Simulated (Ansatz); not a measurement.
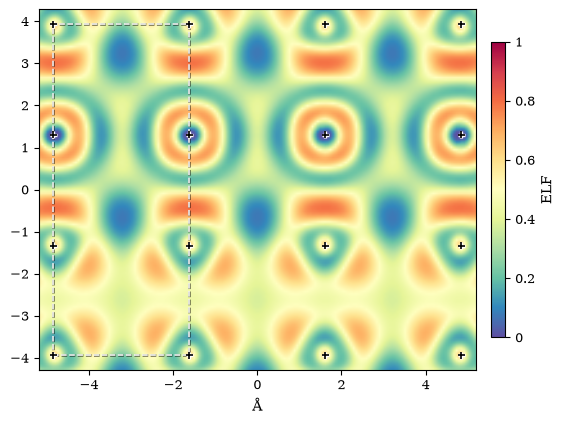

The electron localisation function on a plane through atoms (crosses mark nuclei in the plane).

Theory: Ansatz 0.2.0, DFT r2SCAN, scalar-relativistic, plane waves, PAW.

Candidates:
A. Si₂W, a = 3.23 Å, b = 3.23 Å, c = 7.87 Å, α = 90.00°, β = 90.00°, γ = 90.00°. Space group I4/mmm; computed pressure about −4 GPa in this cell.
B. Sb, a = 4.34 Å, b = 4.34 Å, c = 11.61 Å, α = 90.00°, β = 90.00°, γ = 120.00°. Space group R-3m.

### Which candidate gave the map?

Candidate A: Si₂W on the (100) plane of the conventional cell, which holds Si and W. Si–W (2.63 Å): the ELF peaks at about 0.80 in the valence shell of Si, 0.9 Å from its nucleus, and is about 0.45 at the midpoint.
